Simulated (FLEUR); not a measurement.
**A series of single points on W**

System: W (Im-3m, 1 atom in the cell).
Method: Kohn-Sham DFT of a periodic cell, SCAN, all-electron, no spin polarisation (FLEUR MaX-R8.1 (later development tree)).

The 5 runs differ only in the geometry, by an even scaling of the cell at fixed fractional positions. The structure derives from an entry of the Crystallography Open Database.

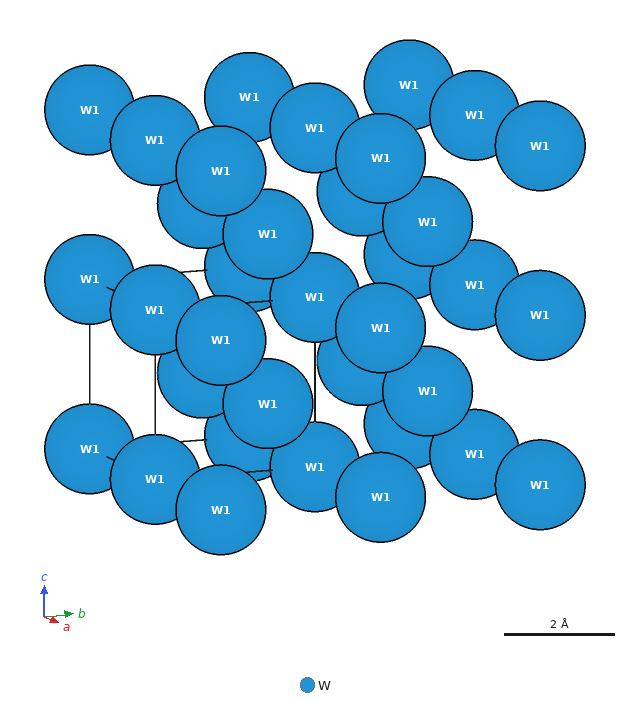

Figure 1. The structure of run 3 (spheres-only view of the cell 2 times as large as that of the calculation, set on its symmetry axes, repeated 2 × 2 × 2, seen slightly off an axis; atoms are numbered from 1 in the order of the input).

### Input of run 3
```
<?xml version="1.0" encoding="UTF-8" standalone="no"?>
<fleurInput fleurInputVersion="0.39">
   <comment>
      W                                                                                                   
   </comment>
   <calculationSetup>
      <cutoffs Kmax="4.17" Gmax="12.9" GmaxXC="12.9" numbands="0"/>
      <scfLoop itmax="60" minDistance="0.00001" maxIterBroyd="15" imix="Anderson" alpha="0.05" precondParam="0.0" spinf="2.0" sdNocoIR="T"/>
      <coreElectrons ctail="F" frcor="F" kcrel="0" coretail_lmax="0"/>
      <xcFunctional name="LibXC" relativisticCorrections="F">
         <LibXCName exchange="mgga_x_scan" correlation="mgga_c_scan"/>
         <AuxGGA exchange="117" correlation="130"/>
      </xcFunctional>
      <magnetism jspins="1"/>
      <soc l_soc="F" theta="0.0" phi="0.0" spav="F"/>
      <expertModes spex="0" secvar="F"/>
      <geometryOptimization l_f="F" forcealpha="1.0" forcemix="BFGS" epsdisp="0.00001" epsforce="0.00001"/>
      <ldaU l_linMix="F" mixParam="0.05" spinf="1.0"/>
   </calculationSetup>
   <cell>
      <bzIntegration valenceElectrons="28.0" mode="hist" fermiSmearingEnergy="0.00183747">
         <kPointListSelection listName="default-1"/>
         <!-- k-points included here -->
         <xi:include xmlns:xi="http://www.w3.org/2001/XInclude" href="kpts.xml"> </xi:include>
      </bzIntegration>
      <!-- symmetry operations included here -->
      <xi:include xmlns:xi="http://www.w3.org/2001/XInclude" href="sym.xml"> </xi:include>
      <bulkLattice scale="1.0000000000">
         <bravaisMatrix>
            <row-1>   -2.9901986846301867     2.9901986846301867     2.9901986846301867</row-1>
            <row-2>    2.9901986846301867    -2.9901986846301867     2.9901986846301867</row-2>
            <row-3>    2.9901986846301867     2.9901986846301867    -2.9901986846301867</row-3>
         </bravaisMatrix>
      </bulkLattice>
   </cell>
   <atomSpecies>
      <species name="Tungsten (W)" element="W" atomicNumber="74">
         <mtSphere radius="2.35" gridPoints="793" logIncrement="0.017"/>
         <atomicCutoffs lmax="10" lnonsphr="8"/>
         <electronConfig flipSpins="F">
            <coreConfig>(1s1/2) (2s1/2) (2p1/2) (2p3/2) (3s1/2) (3p1/2) (3p3/2) (4s1/2) (3d3/2) (3d5/2) (4p1/2) (4p3/2) (4d3/2) (4d5/2)</coreConfig>
            <valenceConfig>(5s1/2) (5p1/2) (5p3/2) (6s1/2) (4f5/2) (4f7/2) (5d3/2) (5d5/2)</valenceConfig>
            <stateOccupation state="(5d3/2)" spinUp="0.800000" spinDown="0.800000"/>
            <stateOccupation state="(5d5/2)" spinUp="1.200000" spinDown="1.200000"/>
         </electronConfig>
         <energyParameters s="6" p="6" d="5" f="4"/>
         <lo type="SCLO" l="0" n="5" eDeriv="0"/>
         <lo type="SCLO" l="1" n="5" eDeriv="0"/>
         <lo type="SCLO" l="2" n="5" eDeriv="2"/>
         <lo type="SCLO" l="3" n="4" eDeriv="2"/>
      </species>
   </atomSpecies>
   <atomGroups>
      <atomGroup species="Tungsten (W)">
         <relPos label="                   1">.0000000000 .0000000000 .0000000000</relPos>
         <force calculate="T" relaxXYZ="TTT"/>
      </atomGroup>
   </atomGroups>
   <output dos="F" band="F" slice="F">
      <checks vchk="F" cdinf="F"/>
      <bandDOS minEnergy="-.5*Htr" maxEnergy="0.5*Htr" sigma="0.015" storeEVData="T"/>
      <vacuumDOS vacdos="F" integ="F" star="F" nstars="0" locx1="0.0" locy1="0.0" locx2="0.0" locy2="0.0" nstm="0" tworkf="0.0"/>
      <unfoldingBand unfoldBand="F" supercellX="1" supercellY="1" supercellZ="1"/>
      <plotting iplot="0" polar="F">
         <plot TwoD="T" vec1="  1.0  0.0  0.0" vec2="  0.0  1.0  0.0" vec3="  0.0  0.0  1.0" zero="  0.0  0.0  0.0" file="plot"/>
      </plotting>
      <chargeDensitySlicing numkpt="0" minEigenval="0.0" maxEigenval="0.0" nnne="0" pallst="F"/>
      <specialOutput eonly="F"/>
      <moessbauerParams electricFieldGradient="T" isomerShift="T" coreHyperfine="T" valenceHyperfine="T"/>
      <magneticCircularDichroism mcd="F" energyLo="-10.0" energyUp="0.0"/>
   </output>
  <!-- We include the file relax.xml here to enable relaxations (see documentation) -->
  <xi:include xmlns:xi="http://www.w3.org/2001/XInclude" href="relax.xml"> <xi:fallback/> </xi:include>
</fleurInput>
```

Command:
```bash
inpgen -f crystal.txt -profile fastHighL; fleur_MPI
```

Run 4 has the same physical settings and fractional positions; its lattice vectors (Å) are:
```
  -1.603168    1.603168    1.603168
   1.603168   -1.603168    1.603168
   1.603168    1.603168   -1.603168
```

### Results, with one run withheld

```tsv
run	volume per atom (Å³)	free energy per atom, from the lowest run given (meV)
1	14.897	31.90
2	15.214	7.02
3	15.848	0.00
4	16.482	?
5	16.798	77.08
```

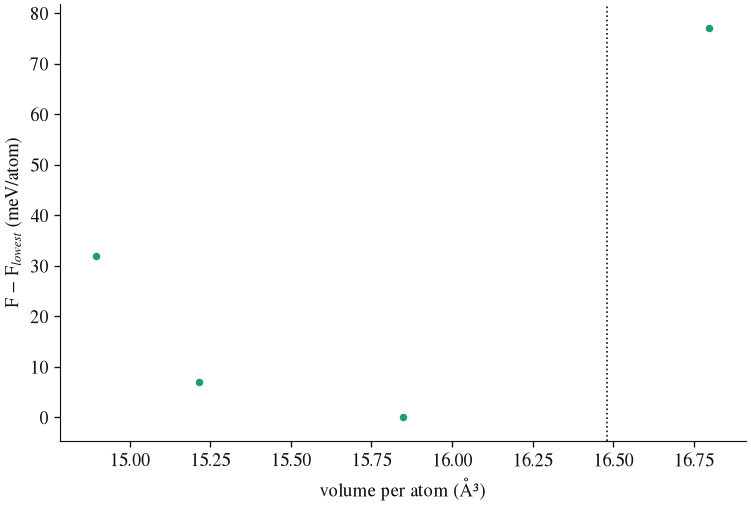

Figure 2. Free energy per atom of the runs given; the dotted line marks run 4.

Fit the runs given and predict run 4.

A quadratic polynomial in V^(−2/3) (the Birch–Murnaghan form), fitted to the 4 runs given, misses them by at most 0.02 meV per atom. With x = V^(−2/3) − 0.15975 Å⁻², it reads F = −3.3869 − 975.8 x + 1.381e+06 x² (meV per atom). At run 4 it gives 41.29 meV per atom, and the run itself gives 41.33. The fit has its minimum at 15.610 Å³ per atom, where V d²F/dV² gives 323 GPa: the bulk modulus at this level, since symmetry fixes the shape and the positions.

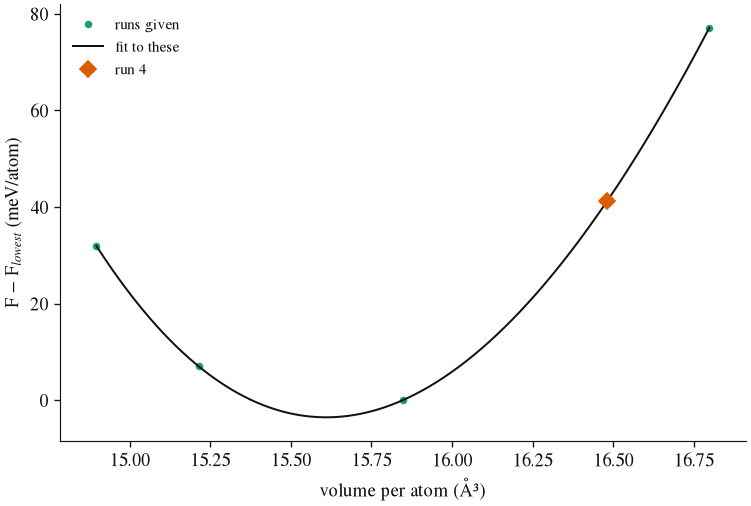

Figure 3. The fit and the withheld run.

### End of the output (run 4)
```
[...]
The functional 'Perdew, Burke & Ernzerhof' is a correlation functional, it belongs to the 'GGA' family and is defined in the reference(s):
[1] J. P. Perdew, K. Burke, and M. Ernzerhof.,  Phys. Rev. Lett. 77, 3865 (1996)
[2] J. P. Perdew, K. Burke, and M. Ernzerhof.,  Phys. Rev. Lett. 78, 1396 (1997)
 Using same functional for VXC and EXC

 Iteration:    15   Distance:       0.00013158 me/bohr^3
The functional 'Hammer, Hansen, and Norskov' is an exchange functional, it belongs to the 'GGA' family and is defined in the reference(s):
[1] B. Hammer, L. B. Hansen, and J. K. Nørskov.,  Phys. Rev. B 59, 7413 (1999)
The functional 'Perdew, Burke & Ernzerhof' is a correlation functional, it belongs to the 'GGA' family and is defined in the reference(s):
[1] J. P. Perdew, K. Burke, and M. Ernzerhof.,  Phys. Rev. Lett. 77, 3865 (1996)
[2] J. P. Perdew, K. Burke, and M. Ernzerhof.,  Phys. Rev. Lett. 78, 1396 (1997)
 Using same functional for VXC and EXC

 Iteration:    16   Distance:       0.00001993 me/bohr^3
The functional 'Hammer, Hansen, and Norskov' is an exchange functional, it belongs to the 'GGA' family and is defined in the reference(s):
[1] B. Hammer, L. B. Hansen, and J. K. Nørskov.,  Phys. Rev. B 59, 7413 (1999)
The functional 'Perdew, Burke & Ernzerhof' is a correlation functional, it belongs to the 'GGA' family and is defined in the reference(s):
[1] J. P. Perdew, K. Burke, and M. Ernzerhof.,  Phys. Rev. Lett. 77, 3865 (1996)
[2] J. P. Perdew, K. Burke, and M. Ernzerhof.,  Phys. Rev. Lett. 78, 1396 (1997)
 Using same functional for VXC and EXC

 Iteration:    17   Distance:       0.00001851 me/bohr^3
The functional 'Hammer, Hansen, and Norskov' is an exchange functional, it belongs to the 'GGA' family and is defined in the reference(s):
[1] B. Hammer, L. B. Hansen, and J. K. Nørskov.,  Phys. Rev. B 59, 7413 (1999)
The functional 'Perdew, Burke & Ernzerhof' is a correlation functional, it belongs to the 'GGA' family and is defined in the reference(s):
[1] J. P. Perdew, K. Burke, and M. Ernzerhof.,  Phys. Rev. Lett. 77, 3865 (1996)
[2] J. P. Perdew, K. Burke, and M. Ernzerhof.,  Phys. Rev. Lett. 78, 1396 (1997)
 Using same functional for VXC and EXC

 Iteration:    18   Distance:       0.00000458 me/bohr^3

 ********************************************************************
 Run finished successfully
 Stop message:
   all done
 ********************************************************************
```

Notes: Spin–orbit coupling is left out, which matters for W.
